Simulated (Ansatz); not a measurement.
Geometry relaxation, with input and output: Hf8O17 (charge −2) (part 4 of 4)

Continued. System: Hf8O17 (defect cell, 25 atoms in the cell, total charge −2). Method: DFT PBE, scalar-relativistic, plane waves, PAW, no spin polarisation (Ansatz 0.2.0); cutoff 420 eV, 2×2×2 k-mesh, Gaussian smearing of 0.02 eV. The structure derives from a Materials Project entry. It belongs to a series of runs on one base structure; here: O_i, charge -2, atoms relaxed at the host's cell.

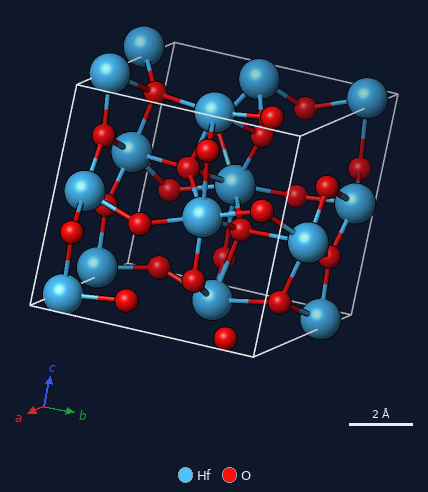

The geometry at step 13 of the log (ball-and-stick view of the cell of the calculation, seen slightly off an axis).

### Trajectory as extended XYZ, continued
```
25
Lattice="-4.2678 0.0000 -5.2716 5.1609 5.2121 -0.0053 5.1609 -5.2121 -0.0053" Properties=species:S:1:pos:R:3:forces:R:3 step=9 energy=-135425.97278
Hf    1.8516   -2.7248   -1.5490   -0.0919   0.0537  -0.0458
Hf    1.4350    2.5356   -1.4204   -0.1172  -0.0082   0.0375
Hf    4.1830   -0.1442   -1.1913   -0.0786   0.0592   0.0458
Hf    9.1474   -0.2955   -1.2409   -0.0198  -0.0372  -0.1303
Hf    4.3416   -2.3828   -3.7912   -0.0130   0.0299  -0.0485
Hf    4.5570    2.9363   -3.9338    0.1523  -0.0223  -0.1458
Hf   -3.1958    0.0594   -4.0932   -0.0285   0.0131   0.0230
Hf    2.2229    0.4034   -4.1125    0.0629   0.0187   0.0242
O     2.3634   -1.2321   -0.1411    0.0005  -0.0224  -0.0273
O     7.4274   -1.1589   -0.1686    0.0059  -0.0570  -0.0141
O     3.2412   -4.0159   -2.5581    0.0412   0.0297   0.0584
O     3.3290    1.2925   -2.5464   -0.0739  -0.0487   0.0538
O    -1.4962    1.5108   -5.1699   -0.0112   0.0393   0.0209
O     3.7910    1.3475   -5.1540   -0.0289   0.0353  -0.0125
O     2.8932   -1.2232   -2.8210   -0.0032  -0.0784  -0.0491
O     2.9716    3.8495   -2.8278   -0.0137   0.0758   0.0006
O     1.0683   -3.3855   -3.5595   -0.0005  -0.0303   0.0238
O     0.8854    1.8215   -3.2785   -0.0034   0.0459  -0.0044
O     5.6253   -1.1990   -4.8329    0.0194  -0.0054   0.0455
O     0.4364   -0.5701   -4.4226    0.0257   0.0291  -0.0073
O     4.6049   -2.2226   -1.0391    0.1758   0.0222   0.1960
O     5.3184    3.5861   -2.0503    0.0341  -0.0466   0.0702
O     5.6699    1.2375   -0.6610   -0.0271  -0.0352   0.0125
O     0.5476    0.7472   -0.7912   -0.0332  -0.0092  -0.0151
O     5.7152   -0.6928   -2.4798    0.0266  -0.0511  -0.1130
25
Lattice="-4.2678 0.0000 -5.2716 5.1609 5.2121 -0.0053 5.1609 -5.2121 -0.0053" Properties=species:S:1:pos:R:3:forces:R:3 step=10 energy=-135426.04780
Hf    1.8313   -2.7339   -1.5582    0.0107   0.0135  -0.0043
Hf    1.4331    2.5305   -1.4131   -0.1338   0.0310  -0.0564
Hf    4.1753   -0.1429   -1.1711   -0.0735  -0.0478   0.0272
Hf    9.1483   -0.2988   -1.2755    0.0027   0.0099  -0.0575
Hf    4.3499   -2.3639   -3.8325   -0.0198   0.0179  -0.0017
Hf    4.5935    2.9462   -3.9759    0.0749  -0.0021  -0.1136
Hf   -3.1926    0.0522   -4.1154    0.0068  -0.0519  -0.0042
Hf    2.2238    0.4093   -4.0951    0.0155   0.0262   0.0051
O     2.3672   -1.2247   -0.1720    0.0228  -0.0040  -0.0461
O     7.4436   -1.1536   -0.1826    0.0334  -0.0049   0.0522
O     3.2648   -3.9878   -2.5485    0.0356   0.0591   0.0465
O     3.3027    1.2764   -2.5279   -0.0305  -0.0442   0.0677
O    -1.5157    1.5096   -5.1773    0.0114   0.0014   0.0452
O     3.7724    1.3584   -5.1543    0.0040   0.0412  -0.0426
O     2.9077   -1.2540   -2.8236   -0.0281  -0.0073  -0.0430
O     2.9752    3.8640   -2.8596    0.0062   0.0431  -0.0247
O     1.0600   -3.4227   -3.5423   -0.0032   0.0010  -0.0053
O     0.8835    1.8466   -3.2784    0.0286   0.0137  -0.0282
O     5.6467   -1.2016   -4.8658   -0.0022   0.0001   0.0159
O     0.4044   -0.5012   -4.3660    0.0238   0.0092  -0.0046
O     4.6731   -2.1928   -0.8535    0.0494  -0.0043   0.1169
O     5.3089    3.5621   -2.0601    0.0376  -0.0434   0.0175
O     5.6661    1.2137   -0.6688   -0.0323  -0.0127   0.0430
O     0.5471    0.7372   -0.8149   -0.0455  -0.0089  -0.0264
O     5.6643   -0.7484   -2.5014    0.0055  -0.0354   0.0207
25
Lattice="-4.2678 0.0000 -5.2716 5.1609 5.2121 -0.0053 5.1609 -5.2121 -0.0053" Properties=species:S:1:pos:R:3:forces:R:3 step=11 energy=-135426.09144
Hf    1.8180   -2.7809   -1.5680   -0.0728  -0.0196   0.1236
Hf    1.3955    2.5766   -1.4717    0.2298  -0.1095   0.1774
Hf    4.1354   -0.1838   -1.1321   -0.0006   0.1240   0.0540
Hf    9.1811   -0.2995   -1.3167    0.0302   0.0535   0.0509
Hf    4.3750   -2.2824   -3.8662   -0.0369   0.0984  -0.2817
Hf    4.6254    2.9316   -3.9939   -0.0774  -0.0469   0.1495
Hf   -3.0493    0.1356   -4.2188    0.0408   0.0625  -0.1602
Hf    2.2070    0.4213   -4.0701   -0.0982  -0.0621  -0.0011
O     2.3849   -1.2276   -0.2400    0.0254  -0.0243   0.0808
O     7.5081   -1.1700   -0.2119   -0.0034   0.0164  -0.0076
O     3.3127   -3.9386   -2.5241   -0.0096   0.0080  -0.0793
O     3.2328    1.2470   -2.4567    0.1142   0.1007  -0.0804
O    -1.5513    1.4844   -5.1221   -0.0216   0.0651   0.0446
O     3.7266    1.3834   -5.1403    0.0270  -0.0423   0.0094
O     2.8760   -1.2775   -2.8488    0.0546  -0.0495  -0.0244
O     2.9704    3.9204   -2.9246    0.0662  -0.0667   0.0636
O     1.0292   -3.5039   -3.5058    0.0352  -0.0657   0.0108
O     0.9159    1.9036   -3.3551   -0.1026   0.0215   0.0007
O     5.6860   -1.0715   -4.8417   -0.0857  -0.0716  -0.0030
O     0.3680   -0.4615   -4.2911   -0.0666  -0.0025  -0.0159
O     4.7154   -2.2168   -0.6595   -0.0154   0.0436   0.0379
O     5.2816    3.4963   -2.0365   -0.0515  -0.0562  -0.0334
O     5.6522    1.1533   -0.6780   -0.0136  -0.0015  -0.0784
O     0.5800    0.7440   -0.9256    0.0432   0.0234  -0.0252
O     5.5581   -0.9038   -2.4346   -0.0110   0.0023  -0.0128
25
Lattice="-4.2678 0.0000 -5.2716 5.1609 5.2121 -0.0053 5.1609 -5.2121 -0.0053" Properties=species:S:1:pos:R:3:forces:R:3 step=12 energy=-135425.99873 accepted=F
Hf    1.7987   -2.8250   -1.5568    0.1958  -0.0693  -0.4052
Hf    1.4077    2.5969   -1.4895   -0.2476  -0.0041  -0.2886
Hf    4.0981   -0.1919   -1.0949    0.4137  -0.3646  -0.3707
Hf    9.2137   -0.2826   -1.3498   -0.1190   0.1489  -0.3335
Hf    4.3836   -2.2015   -3.9362    0.2346  -0.1416   0.7834
Hf    4.6364    2.8967   -3.9841   -0.1116  -0.2147   0.5866
Hf   -2.9481    0.1776   -4.3067   -0.6064  -0.1251   0.8978
Hf    2.1673    0.4245   -4.0515   -0.2285  -0.0123   0.1797
O     2.4051   -1.2439   -0.2645   -0.2418  -0.0537  -0.0285
O     7.5492   -1.1544   -0.2358   -0.1432  -0.1470  -0.2370
O     3.3489   -3.8945   -2.5293   -0.0975  -0.1328   0.2006
O     3.2225    1.2518   -2.4449   -0.0143   0.0209   0.0700
O    -1.5768    1.4884   -5.0957    0.5303   0.4267  -0.6621
O     3.6906    1.3798   -5.1269   -0.0098   0.0274  -0.1358
O     2.8607   -1.2959   -2.8741   -0.1694   0.2500   0.0154
O     2.9805    3.9490   -2.9537   -0.1905   0.0790   0.1399
O     1.0137   -3.5825   -3.4756    0.1309  -0.1433   0.0581
O     0.9153    1.9517   -3.4047    0.2334  -0.1012   0.0425
O     5.7070   -0.9888   -4.8476    0.0773   0.0661   0.0219
O     0.3049   -0.4316   -4.2184   -0.0302   0.2575  -0.0205
O     4.7622   -2.2207   -0.4942    0.5717   0.0199  -0.6782
O     5.2502    3.4297   -2.0134    0.1030   0.0898   0.1236
O     5.6281    1.1070   -0.6846    0.0376  -0.0447   0.0826
O     0.6246    0.7467   -1.0109    0.0979  -0.0093  -0.0236
O     5.4907   -1.0068   -2.3902   -0.4172   0.1761  -0.0169
25
Lattice="-4.2678 0.0000 -5.2716 5.1609 5.2121 -0.0053 5.1609 -5.2121 -0.0053" Properties=species:S:1:pos:R:3:forces:R:3 step=13 energy=-135426.12502
Hf    1.8086   -2.8066   -1.5652    0.0209   0.0461   0.0254
Hf    1.4100    2.5900   -1.4833    0.0196  -0.0245   0.0557
Hf    4.1140   -0.1940   -1.1145    0.0102  -0.0456   0.0094
Hf    9.1964   -0.2779   -1.3281   -0.0058  -0.0012   0.0127
Hf    4.3815   -2.2373   -3.8874   -0.0077   0.0229  -0.0205
Hf    4.6148    2.9001   -3.9670   -0.0513   0.0071   0.0149
Hf   -3.0049    0.1588   -4.2484    0.0813   0.0405  -0.0843
Hf    2.1789    0.4163   -4.0656   -0.0408  -0.0283   0.0159
O     2.3867   -1.2519   -0.2357   -0.0082  -0.0093   0.0311
O     7.5210   -1.1634   -0.2202    0.0215   0.0160   0.0123
O     3.3332   -3.9155   -2.5388   -0.0080   0.0024  -0.0205
O     3.2592    1.2605   -2.4872    0.0492   0.0261  -0.0276
O    -1.5393    1.4976   -5.1426   -0.0148   0.0042   0.0158
O     3.7202    1.3721   -5.1514    0.0090  -0.0221  -0.0281
O     2.8523   -1.2802   -2.8500    0.0058  -0.0034  -0.0168
O     2.9558    3.9385   -2.9139    0.0068  -0.0068   0.0306
O     1.0239   -3.5435   -3.4880    0.0067  -0.0084   0.0091
O     0.9231    1.9291   -3.3812   -0.0172   0.0068   0.0083
O     5.6961   -1.0236   -4.8409   -0.0227   0.0138  -0.0080
O     0.3184   -0.4476   -4.2472   -0.0170  -0.0035   0.0231
O     4.7578   -2.2146   -0.5848    0.0070   0.0455   0.0117
O     5.2601    3.4592   -2.0124   -0.0140  -0.0128  -0.0065
O     5.6479    1.1146   -0.6833    0.0008  -0.0087  -0.0249
O     0.6179    0.7426   -0.9697    0.0098  -0.0235  -0.0181
O     5.5011   -0.9437   -2.4269   -0.0409  -0.0334  -0.0209
25
Lattice="-4.2678 0.0000 -5.2716 5.1609 5.2121 -0.0053 5.1609 -5.2121 -0.0053" Properties=species:S:1:pos:R:3:forces:R:3 step=14 energy=-135426.12915
Hf    1.8046   -2.8241   -1.5675   -0.1600  -0.1343  -0.0757
Hf    1.4131    2.6071   -1.4969    0.0535  -0.0717   0.0144
Hf    4.0932   -0.2233   -1.0979    0.0948   0.2336   0.0292
Hf    9.2088   -0.2602   -1.3383    0.0121  -0.0547   0.0657
Hf    4.3928   -2.1894   -3.8951    0.0857  -0.0542  -0.1433
Hf    4.5975    2.8727   -3.9428    0.0507  -0.1089   0.1036
Hf   -2.9326    0.2026   -4.2931   -0.3149  -0.0861   0.2576
Hf    2.1518    0.4098   -4.0584    0.0223   0.0716  -0.0710
O     2.3862   -1.2744   -0.2354    0.0164   0.0208   0.0285
O     7.5422   -1.1627   -0.2239   -0.0431  -0.0329  -0.0247
O     3.3536   -3.8908   -2.5506    0.0450   0.0599  -0.0143
O     3.2876    1.2672   -2.5134   -0.0450  -0.0327  -0.0137
O    -1.5269    1.5059   -5.1561    0.1262   0.1115  -0.1405
O     3.7106    1.3627   -5.1698    0.0258   0.0533   0.0205
O     2.8213   -1.2808   -2.8552   -0.0280   0.0084   0.0490
O     2.9319    3.9669   -2.9045   -0.0142  -0.0025  -0.0238
O     1.0172   -3.5781   -3.4720    0.0775  -0.0461  -0.0183
O     0.9384    1.9544   -3.4096    0.0156   0.0178  -0.0244
O     5.7092   -0.9542   -4.8307   -0.0357  -0.0010   0.0286
O     0.2705   -0.4351   -4.1963   -0.0499  -0.0089  -0.0300
O     4.7985   -2.2145   -0.5053    0.0328   0.0397  -0.0124
O     5.2342    3.4219   -1.9851    0.0016   0.0207   0.0102
O     5.6484    1.0665   -0.6948   -0.0446  -0.0919   0.0205
O     0.6564    0.7373   -1.0255    0.0512   0.0791  -0.0214
O     5.4263   -1.0078   -2.4159    0.0241   0.0095  -0.0144
25
Lattice="-4.2678 0.0000 -5.2716 5.1609 5.2121 -0.0053 5.1609 -5.2121 -0.0053" Properties=species:S:1:pos:R:3:forces:R:3 step=15 energy=-135426.14066
Hf    1.8013   -2.8281   -1.5711    0.0078  -0.0067   0.0076
Hf    1.4153    2.6074   -1.5001   -0.0073  -0.0025  -0.0070
Hf    4.0881   -0.2106   -1.0910    0.0136  -0.0197  -0.0141
Hf    9.2085   -0.2579   -1.3380    0.0204   0.0266  -0.0020
Hf    4.3878   -2.2019   -3.9031    0.0166   0.0182   0.0163
Hf    4.6017    2.8712   -3.9381    0.0092   0.0145   0.0052
Hf   -2.9511    0.1916   -4.2831    0.0082  -0.0185  -0.0094
Hf    2.1545    0.4067   -4.0653   -0.0412  -0.0194   0.0093
O     2.3872   -1.2770   -0.2307   -0.0167   0.0020  -0.0021
O     7.5420   -1.1626   -0.2275    0.0086  -0.0022   0.0064
O     3.3687   -3.8764   -2.5553   -0.0023  -0.0211  -0.0006
O     3.2926    1.2611   -2.5261    0.0005   0.0136   0.0030
O    -1.5183    1.5041   -5.1763   -0.0048  -0.0086  -0.0080
O     3.7185    1.3674   -5.1779    0.0084   0.0004   0.0063
O     2.8100   -1.2864   -2.8596   -0.0111   0.0088   0.0144
O     2.9259    3.9695   -2.8981    0.0051  -0.0036  -0.0140
O     1.0187   -3.5885   -3.4628   -0.0016   0.0169  -0.0154
O     0.9527    1.9650   -3.4241    0.0089  -0.0173   0.0057
O     5.7030   -0.9498   -4.8290    0.0026   0.0117  -0.0094
O     0.2537   -0.4214   -4.1782    0.0066  -0.0082  -0.0051
O     4.8235   -2.1954   -0.4799   -0.0143   0.0053   0.0115
O     5.2293    3.4143   -1.9754   -0.0156   0.0102  -0.0132
O     5.6545    1.0494   -0.6994    0.0021   0.0034   0.0186
O     0.6540    0.7448   -1.0253    0.0024  -0.0169  -0.0040
O     5.4126   -1.0170   -2.4186   -0.0043   0.0145   0.0008
25
Lattice="-4.2678 0.0000 -5.2716 5.1609 5.2121 -0.0053 5.1609 -5.2121 -0.0053" Properties=species:S:1:pos:R:3:forces:R:3 step=16 energy=-135426.14116
Hf    1.8010   -2.8280   -1.5699   -0.0041  -0.0021  -0.0045
Hf    1.4158    2.6057   -1.4984    0.0018   0.0037  -0.0012
Hf    4.0892   -0.2118   -1.0937   -0.0014   0.0007   0.0015
Hf    9.2088   -0.2566   -1.3372   -0.0025  -0.0058   0.0013
Hf    4.3893   -2.2001   -3.9008   -0.0021  -0.0002  -0.0053
Hf    4.6005    2.8715   -3.9388   -0.0025  -0.0062  -0.0026
Hf   -2.9506    0.1903   -4.2820   -0.0030   0.0052   0.0070
Hf    2.1526    0.4059   -4.0640    0.0104   0.0045  -0.0010
O     2.3844   -1.2769   -0.2301    0.0042   0.0011  -0.0014
O     7.5410   -1.1637   -0.2250   -0.0018  -0.0007   0.0013
O     3.3651   -3.8808   -2.5554    0.0018   0.0015   0.0010
O     3.2911    1.2635   -2.5249    0.0002  -0.0003  -0.0028
O    -1.5182    1.5039   -5.1746    0.0006   0.0007   0.0019
O     3.7183    1.3656   -5.1764   -0.0003   0.0006   0.0033
O     2.8138   -1.2843   -2.8545   -0.0004   0.0012  -0.0025
O     2.9279    3.9678   -2.8992   -0.0004  -0.0009  -0.0008
O     1.0215   -3.5817   -3.4678    0.0003  -0.0025   0.0014
O     0.9496    1.9617   -3.4207   -0.0010   0.0028   0.0027
O     5.7026   -0.9499   -4.8290   -0.0003  -0.0022  -0.0010
O     0.2577   -0.4260   -4.1837   -0.0006  -0.0027   0.0014
O     4.8156   -2.1984   -0.4896   -0.0014  -0.0003   0.0023
O     5.2297    3.4170   -1.9777    0.0027  -0.0013   0.0053
O     5.6530    1.0532   -0.6966   -0.0009  -0.0011  -0.0034
O     0.6552    0.7427   -1.0250    0.0008  -0.0011  -0.0028
O     5.4195   -1.0109   -2.4192   -0.0001   0.0057  -0.0011
```
